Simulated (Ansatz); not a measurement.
## MnO2: single-point calculation (part 3 of 3)

Continued. System: MnO2 (6 atoms in the cell). Method: DFT PBE+U, spin-orbit coupling, plane waves, PAW, Ueff = 1 eV on Mn atom 1 d; Ueff = 1 eV on Mn atom 2 d (Ansatz 0.2.0); cutoff 420 eV, 4×4×7 k-mesh, Gaussian smearing of 0.05 eV. The structure derives from an entry of the Crystallography Open Database. It belongs to a series of runs on one base structure; here: natural orbitals of the symmetric run, filled by rank.

Geometry of the input (Å; fractional positions):
```
4.3960  0.0000  0.0000
0.0000  4.3960  0.0000
0.0000  0.0000  2.8710
Mn 0.0000  0.0000  0.0000
Mn 0.5000  0.5000  0.5000
O  0.3020  0.3020  0.0000
O  0.1980  0.8020  0.5000
O  0.6980  0.6980  0.0000
O  0.8020  0.1980  0.5000
```

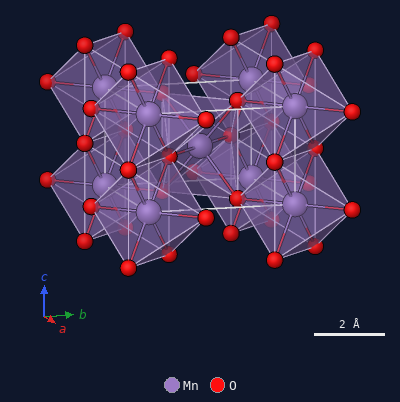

Figure 1. The structure as given in the input (polyhedral view of the cell of the calculation, seen slightly off an axis; polyhedra are completed across the faces of the cell). An atom can appear more than once, as a periodic image.

Output, continued
```
--- Löwdin populations: 6 sites ---
  site symbol       q [e]
     0     Mn     13.5985
     1     Mn     13.5986
     2      O      6.6515
     3      O      6.6515
     4      O      6.6515
     5      O      6.6515
  spilling = 0.003648 (of n_electrons = 54.000000)
--- Occupation matrices: 2 shells (run DFT+U table (all-electron-ortho-atomic); ε = 1.72e-2) ---
  Mn0 d_3D: site group D2h (mmm)
  Mn0 d_3D spinor Tr n = 5.0516  λ = 0.108 0.177 0.196 0.320 0.344 0.468 0.482 0.980 0.984 0.994  [z2 0.73 E1/2g(1.00) | xz 0.50 E1/2g(1.00) | x2-y2 1.00 E1/2g(1.00) | xy 0.73 E1/2g(1.00) | xz 0.50 E1/2g(1.00) | 2× xy 0.37 E1/2g(1.00) | 3× x2-y2 0.33 E1/2g(1.00)]
  specified occupation → Mn0 d_3D spinor: matrix, ‖Δ‖_F = 0.8210, Tr Δ = -2.0016, displaced = 1.0008, d_λ = 0.8203; orbital distance = 0.0392
  Mn1 d_3D: site group D2h (mmm)
  Mn1 d_3D spinor Tr n = 5.0517  λ = 0.108 0.177 0.196 0.320 0.344 0.468 0.482 0.980 0.984 0.994  [z2 0.73 E1/2g(1.00) | xz 0.50 E1/2g(1.00) | x2-y2 1.00 E1/2g(1.00) | xy 0.73 E1/2g(1.00) | xz 0.50 E1/2g(1.00) | 2× xy 0.37 E1/2g(1.00) | 3× x2-y2 0.33 E1/2g(1.00)]
  specified occupation → Mn1 d_3D spinor: matrix, ‖Δ‖_F = 0.8210, Tr Δ = -2.0017, displaced = 1.0008, d_λ = 0.8203; orbital distance = 0.0387
  Tr n, λ and their labels are of the run-group-symmetrised matrices; stabiliser: 8 of 32 elements of G0×{1,Θ} (closed), max defect 2.1e-15 at τ = 3.6e-3
```

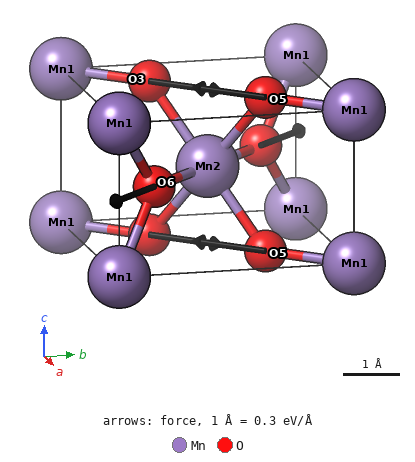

Figure 2. Forces on the atoms as black arrows (ball-and-stick view of the cell of the calculation, seen slightly off an axis; atoms are numbered from 1 in the order of the input). The largest act on all 4 O atoms (0.47 eV/Å). The geometry is not a stationary point of this energy.

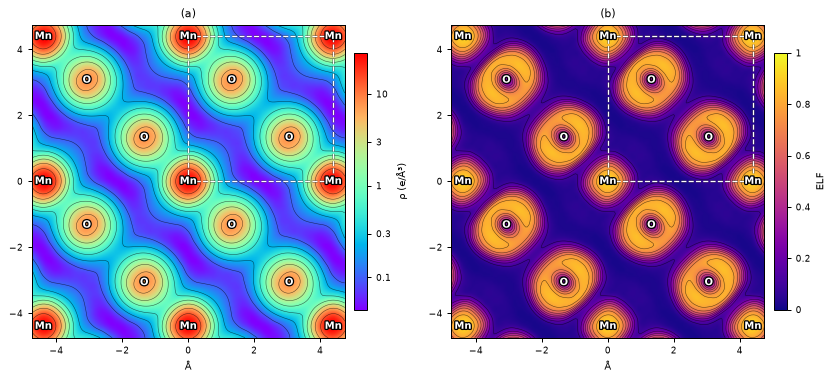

Figure 3. (a) valence pseudo-density; (b) electron localisation function on the (001) plane of the calculation cell. The section cuts through Mn and O sites. Mn–O (1.88 Å): ρ at the midpoint is about 0.81 e/Å³; the ELF is about 0.25 at the midpoint. Away from the nuclei the density in this plane falls to 0.04 e/Å³ at its lowest. The strong features right at Mn lie inside the PAW spheres (semicore, d or f shells) and say nothing about bonding. Core electrons are frozen (PAW), so the fields are smoothed inside the atomic spheres.

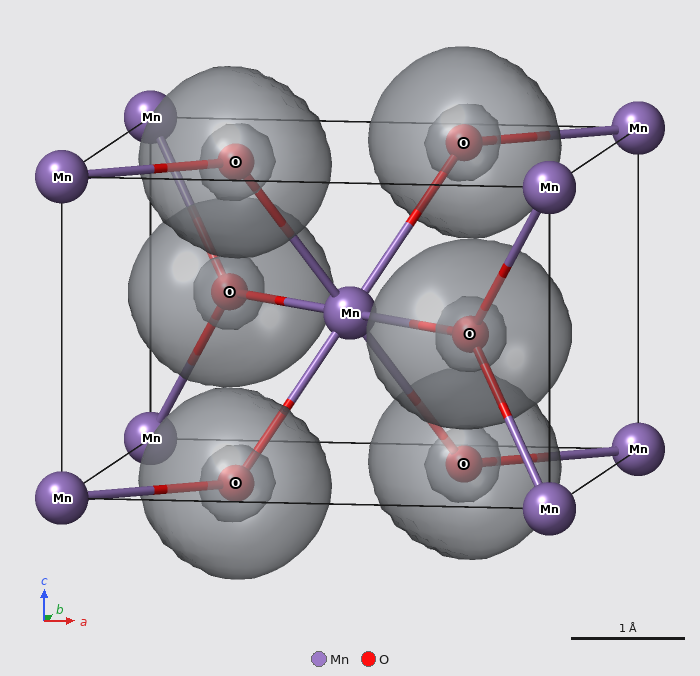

Figure 4. Isosurface of the electron localisation function at 0.65 (grey), seen slightly off an axis. Core shells and regions of very low density are left out. Sticks mark near contacts. The outline is the calculation cell. Profiles from the grid: Mn–O (1.88 Å): the ELF is about 0.25 at the midpoint.
